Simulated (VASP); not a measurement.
# Geometry relaxation of Ir (part 1 of 2)

The run: geometry relaxation of Ir (1 atom in the cell). Method and program: Kohn-Sham DFT of a periodic cell, PBE, VASP PAW PBE potentials, recommended, no spin polarisation (VASP 6.6.1).

The structure derives from a Materials Project entry.

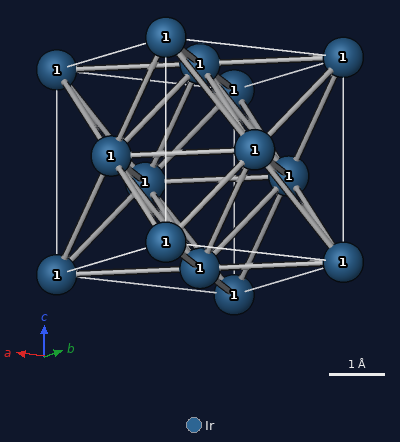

Figure 1. The structure as given in the input (ball-and-stick view of the cell 4 times as large as that of the calculation, set on its symmetry axes, seen at an oblique angle; atoms are numbered from 1 in the order of the input). Near neighbours in the crystal (not all of them lie inside the picture): Ir has 12 Ir at 2.73 Å.

## Key numbers

```tsv
quantity	value
outcome	converged
space group (tolerance 0.01 Å)	Fm-3m (225)
electrons treated	9
free energy	−8.8430 eV
Fermi energy	9.931 eV
gap on the k-point mesh	none (metallic)
pressure	−0.01 GPa
final volume	14.53 Å³
largest force (length of the vector) at the end	under 0.001 eV/Å
final cell	a = 2.739 Å, b = 2.739 Å, c = 2.739 Å, α = 60.00°, β = 60.00°, γ = 60.00°
hardware	2 threads of Intel Xeon (Granite Rapids), 160 GiB of memory available, shared host
wall time	16 s (CPU time 32 s)
peak memory	0.16 GiB
```

## Notes

Spin–orbit coupling is left out, which matters for Ir.

## INCAR
```
SYSTEM = Ir
PREC = Accurate
ENCUT = 600
EDIFF = 1E-6
ISMEAR = 1
SIGMA = 0.1
LREAL = .FALSE.
LASPH = .TRUE.
NELM = 120
ALGO = Normal
ISIF = 3
LWAVE = .FALSE.
LCHARG = .FALSE.
GGA = PE
IBRION = 2
NSW = 80
EDIFFG = -0.005
KPAR = 2
```

## KPOINTS
```
regular mesh
0
G
  19 19 19
  0 0 0
```

## POSCAR
```
Ir
1.0
    0.0000000000      1.9269647000      1.9269647000
    1.9269647000      0.0000000000      1.9269647000
    1.9269647000      1.9269647000      0.0000000000
Ir
1
Direct
    0.0000000000      0.0000000000      0.0000000000
```

Command:
```bash
cat potpaw_PBE.64/Ir/POTCAR > POTCAR
mpirun -np 2 vasp_std > vasp.out
```

## OSZICAR
```
N       E                     dE             d eps       ncg     rms          rms(c)
DAV:   1     0.475493052179E+02    0.47549E+02   -0.49285E+03  3536   0.116E+03
DAV:   2    -0.868135300860E+01   -0.56231E+02   -0.54593E+02  3544   0.216E+02
DAV:   3    -0.939453889250E+01   -0.71319E+00   -0.71213E+00  5088   0.330E+01
DAV:   4    -0.939905922384E+01   -0.45203E-02   -0.45192E-02  4512   0.190E+00
DAV:   5    -0.939909439994E+01   -0.35176E-04   -0.35175E-04  5304   0.103E-01    0.148E+01
DAV:   6    -0.892989978011E+01    0.46919E+00   -0.98938E-01  4176   0.140E+01    0.605E+00
DAV:   7    -0.884549404542E+01    0.84406E-01   -0.31044E-01  4672   0.729E+00    0.150E+00
DAV:   8    -0.884305482635E+01    0.24392E-02   -0.10231E-03  3752   0.442E-01    0.115E+00
DAV:   9    -0.883936442401E+01    0.36904E-02   -0.27627E-03  4424   0.884E-01    0.145E-02
DAV:  10    -0.883937079244E+01   -0.63684E-05   -0.65268E-06  4672   0.300E-02    0.206E-02
DAV:  11    -0.883937219038E+01   -0.13979E-05   -0.10177E-06  3792   0.139E-02    0.744E-04
DAV:  12    -0.883937220773E+01   -0.17354E-07   -0.21715E-08  2000   0.190E-03
   1 F= -.88393722E+01 E0= -.88392218E+01  d E =-.883937E+01
       N       E                     dE             d eps       ncg     rms          rms(c)
DAV:   1    -0.905517094950E+01   -0.21580E+00   -0.94441E+00  3776   0.504E+01    0.343E+00
DAV:   2    -0.881877307405E+01    0.23640E+00   -0.69154E-01  3872   0.111E+01    0.179E+00
DAV:   3    -0.879834047236E+01    0.20433E-01   -0.93488E-02  4416   0.370E+00    0.853E-01
DAV:   4    -0.879836442630E+01   -0.23954E-04   -0.15807E-03  4664   0.373E-01    0.225E-01
DAV:   5    -0.879846291877E+01   -0.98492E-04   -0.17861E-04  5008   0.114E-01    0.233E-02
DAV:   6    -0.879847628411E+01   -0.13365E-04   -0.61961E-06  4696   0.184E-02    0.696E-04
DAV:   7    -0.879847631651E+01   -0.32394E-07   -0.65788E-08  2152   0.292E-03
   2 F= -.87984763E+01 E0= -.87982767E+01  d E =0.408959E-01
       N       E                     dE             d eps       ncg     rms          rms(c)
DAV:   1    -0.899867631241E+01   -0.20020E+00   -0.57955E+00  3752   0.395E+01    0.369E+00
DAV:   2    -0.885717678059E+01    0.14150E+00   -0.36428E-01  3848   0.837E+00    0.943E-01
DAV:   3    -0.884270460573E+01    0.14472E-01   -0.67191E-02  4248   0.326E+00    0.315E-01
DAV:   4    -0.884282097183E+01   -0.11637E-03   -0.56639E-04  4672   0.268E-01    0.147E-01
DAV:   5    -0.884295914954E+01   -0.13818E-03   -0.34344E-04  4712   0.162E-01    0.800E-03
DAV:   6    -0.884296933135E+01   -0.10182E-04   -0.67151E-06  4760   0.217E-02    0.231E-03
DAV:   7    -0.884296933021E+01    0.11390E-08   -0.78026E-08  2424   0.253E-03
   3 F= -.88429693E+01 E0= -.88428101E+01  d E =-.359712E-02
       N       E                     dE             d eps       ncg     rms          rms(c)
DAV:   1    -0.884297583330E+01   -0.65020E-05   -0.18183E-04  3824   0.223E-01    0.191E-02
DAV:   2    -0.884297173561E+01    0.40977E-05   -0.11363E-05  3904   0.465E-02    0.680E-03
DAV:   3    -0.884297145865E+01    0.27696E-06   -0.19737E-06  1800   0.181E-02
   4 F= -.88429715E+01 E0= -.88428124E+01  d E =-.359925E-02
```

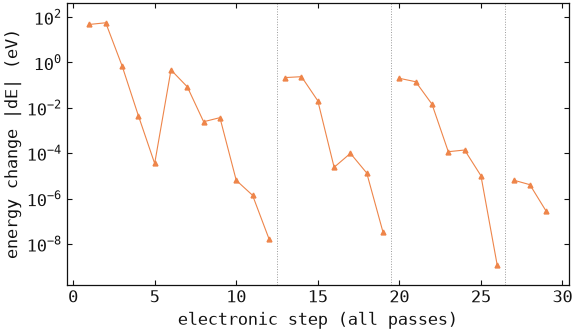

Figure 2. Convergence of the self-consistent field: energy change |dE| against the electronic step. Each stretch between dotted lines is the SCF of one geometry step of a relaxation. The 4 ionic steps take 3 to 12 electronic steps each. The density is held fixed in the first few steps, and dE rises again when its update begins.

## Parts of OUTCAR
```
SYSTEM = Ir
   PREC = Accurate
   ENCUT = 600
   EDIFF = 1E-6
   ISMEAR = 1
   LREAL = .FALSE.
   LASPH = .TRUE.
   NELM = 120
   ISIF = 3
   GGA = PE
   IBRION = 2
   NSW = 80
   EDIFFG = -0.005

 ion  position               nearest neighbor table
   1  0.000  0.000  0.000-

  LATTYP: Found a face centered cubic cell.
 ALAT       =     3.8539294000

  Lattice vectors:

 A1 = (   0.0000000000,   1.9269647000,   1.9269647000)
 A2 = (   1.9269647000,   0.0000000000,   1.9269647000)
 A3 = (   1.9269647000,   1.9269647000,   0.0000000000)

Analysis of symmetry for initial positions (statically):
=====================================================================
 Subroutine PRICEL returns:
 Original cell was already a primitive cell.

 Routine SETGRP: Setting up the symmetry group for a
 face centered cubic supercell.

 Subroutine GETGRP returns: Found 48 space group operations
 (whereof 48 operations were pure point group operations)
 out of a pool of 48 trial point group operations.

The static configuration has the point symmetry O_h .

Analysis of symmetry for dynamics (positions and initial velocities):
=====================================================================
 Subroutine PRICEL returns:
 Original cell was already a primitive cell.

 Routine SETGRP: Setting up the symmetry group for a
 face centered cubic supercell.

 Subroutine GETGRP returns: Found 48 space group operations
 (whereof 48 operations were pure point group operations)
 out of a pool of 48 trial point group operations.

The dynamic configuration has the point symmetry O_h .

 Subroutine INISYM returns: Found 48 space group operations
 (whereof 48 operations are pure point group operations),
 and found     1 'primitive' translations

----------------------------------------------------------------------------------------

                                     Primitive cell

  volume of cell :      14.3104

  direct lattice vectors                    reciprocal lattice vectors
     0.000000000  1.926964700  1.926964700    -0.259475433  0.259475433  0.259475433
     1.926964700  0.000000000  1.926964700     0.259475433 -0.259475433  0.259475433
     1.926964700  1.926964700  0.000000000     0.259475433  0.259475433 -0.259475433

  length of vectors
     2.725139613  2.725139613  2.725139613     0.449424633  0.449424633  0.449424633

  position of ions in fractional coordinates (direct lattice)
     0.000000000  0.000000000  0.000000000

  ion indices of the primitive-cell ions
   primitive index   ion index
                 1           1

----------------------------------------------------------------------------------------

 KPOINTS: regular mesh

Automatic generation of k-mesh.
 Grid dimensions read from file:
 generate k-points for:   19   19   19

 Generating k-lattice:

  Cartesian coordinates                     Fractional coordinates (reciprocal lattice)
    -0.013656602  0.013656602  0.013656602     0.052631579  0.000000000  0.000000000
     0.013656602 -0.013656602  0.013656602     0.000000000  0.052631579  0.000000000
     0.013656602  0.013656602 -0.013656602     0.000000000  0.000000000  0.052631579

  Length of vectors
     0.023653928  0.023653928  0.023653928

  Shift w.r.t. Gamma in fractional coordinates (k-lattice)
     0.000000000  0.000000000  0.000000000

 Subroutine IBZKPT returns following result:
 ===========================================

 Found    220 irreducible k-points:

 Following reciprocal coordinates:
            Coordinates               Weight
  0.000000  0.000000  0.000000      1.000000
  0.052632  0.000000  0.000000      8.000000
  0.105263  0.000000  0.000000      8.000000
  0.157895  0.000000  0.000000      8.000000
  0.210526  0.000000  0.000000      8.000000
  0.263158  0.000000  0.000000      8.000000
  0.315789  0.000000  0.000000      8.000000
  0.368421  0.000000  0.000000      8.000000
  0.421053  0.000000  0.000000      8.000000
  0.473684  0.000000  0.000000      8.000000
  0.052632  0.052632  0.000000      6.000000
  0.105263  0.052632  0.000000     24.000000
  0.157895  0.052632  0.000000     24.000000
  0.210526  0.052632  0.000000     24.000000
  0.263158  0.052632  0.000000     24.000000
  0.315789  0.052632  0.000000     24.000000
  0.368421  0.052632  0.000000     24.000000
  0.421053  0.052632  0.000000     24.000000
  0.473684  0.052632  0.000000     24.000000
 -0.473684  0.052632  0.000000     24.000000
 -0.421053  0.052632  0.000000     24.000000
 -0.368421  0.052632  0.000000     24.000000
 -0.315789  0.052632  0.000000     24.000000
 -0.263158  0.052632  0.000000     24.000000
 [... further k-points ...]
   k-points           NKPTS =    220   k-points in BZ     NKDIM =    220   number of bands    NBANDS=      8
   number of dos      NEDOS =    301   number of ions     NIONS =      1
   total plane-waves  NPLWV =  13824
   dimension x,y,z NGX =    24 NGY =   24 NGZ =   24
   dimension x,y,z NGXF=    48 NGYF=   48 NGZF=   48
   ions per type =               1
   NGX,Y,Z   is equivalent  to a cutoff of  14.64, 14.64, 14.64 a.u.
   NGXF,Y,Z  is equivalent  to a cutoff of  29.28, 29.28, 29.28 a.u.
 SYSTEM =  Ir
   PREC   = accura    normal or accurate (medium, high low for compatibility)
   ISTART =      0    job   : 0-new  1-cont  2-samecut
   ICHARG =      2    charge: 1-file 2-atom 10-const
   ISPIN  =      1    spin polarized calculation?
   LNONCOLLINEAR =      F non collinear calculations
   LSORBIT =      F    spin-orbit coupling
   LASPH  =      T    aspherical Exc in radial PAW
   ENCUT  =  600.0 eV  44.10 Ry    6.64 a.u.   5.44  5.44  5.44*2*pi/ulx,y,z
   NELM   =    120;   NELMIN=  2; NELMDL= -5     # of ELM steps
   EDIFF  = 0.1E-05   stopping-criterion for ELM
   LREAL  =      F    real-space projection
   EDIFFG = -.5E-02   stopping-criterion for IOM
   NSW    =     80    number of steps for IOM
   IBRION =      2    ionic relax: 0-MD 1-quasi-New 2-CG
   NFREE  =      1    steps in history (QN), initial steepest desc. (CG)
   ISIF   =      3    stress and relaxation
   ISYM   =      2    0-nonsym 1-usesym 2-fastsym
   POTIM  = 0.5000    time-step for ionic-motion
   TEBEG  =    0.0;   TEEND  =   0.0 temperature during run
   PSTRESS=    0.0 pullay stress
   NELECT =       9.0000    total number of electrons
   NUPDOWN=      -1.0000    fix difference up-down
   EMIN   =  10.00;   EMAX   =-10.00  energy-range for DOS
   EFERMI =   0.00;   METHOD = LEGACY
   ISMEAR =     1;   SIGMA  =   0.10  broadening in eV -4-tet -1-fermi 0-gaus
   EFERMI_NEDOS =   21; number of points for ismear=-14 and -15
   IALGO  =     38    algorithm
   IMIX   =      4    mixing-type and parameters
     AMIX     =   0.40;   BMIX     =  1.00
     AMIX_MAG =   1.60;   BMIX_MAG =  1.00
  volume/ion in A,a.u.               =      14.31        96.57
  Fermi-wavevector in a.u.,A,eV,Ry     =   1.402615  2.650559 26.767146  1.967330
  Thomas-Fermi vector in A             =   2.525359
   LORBIT       =      0    0 simple, 1 ext, 2 COOP (PROOUT), +10 PAW based schemes
   GGA     = PE    functional components
   LHFCALC =     F    Hartree Fock is set to
   AEXX    =    0.0000 exact exchange contribution
   IVDW    =     0    specifies the selected vdW correction
   LEPSILON=     F    determine dielectric tensor
   LRPA    =     F    only Hartree local field effects (RPA)
 conjugate gradient relaxation of ions
 non-spin polarized calculation
 Methfessel and Paxton  Order N= 1 SIGMA  =   0.10
  energy-cutoff  :      600.00
  volume of cell :       14.31
 maximum number of plane-waves:       531
 NGX is ok and might be reduce to    24
   NGX = 11   NGY = 11   NGZ = 11

--------------------------------------- Ionic step        1  -------------------------------------------

 number of electron       9.0000000 magnetization

 Free energy of the ion-electron system (eV)
  ---------------------------------------------------
  ext. energy  EPLUGINS =         0.00000000
  ---------------------------------------------------
  free energy    TOTEN  =        -8.83937221 eV

  energy without entropy =       -8.83892101  energy(sigma->0) =       -8.83922181

 E-fermi :  10.1885     XC(G=0): -13.9191     alpha+bet :-15.5223

 val. band max:       10.1871907339   @ k =   0.4737   0.3684   0.0000
 cond. band min:      10.1992004473   @ k =  -0.1579   0.1579   0.0000
 fundamental gap:      0.0120097133
 Fermi energy:        10.1885225674

 k-point     1 :       0.0000    0.0000    0.0000
  band No.  band energies     occupation
      1      -0.7882      2.00000
      2       6.3925      2.00000
      3       6.3925      2.00000
      4       6.3925      2.00000
      5       9.0334      2.00000
      6       9.0334      2.00000
      7      24.5548      0.00000
      8      30.0737      0.00000

 k-point     2 :       0.0526    0.0000    0.0000
  band No.  band energies     occupation
      1      -0.6661      2.00000
      2       6.3272      2.00000
      3       6.4457      2.00000
      4       6.4457      2.00000
      5       8.9990      2.00000
      6       8.9990      2.00000
      7      24.7656      0.00000
      8      29.3976      0.00000
```
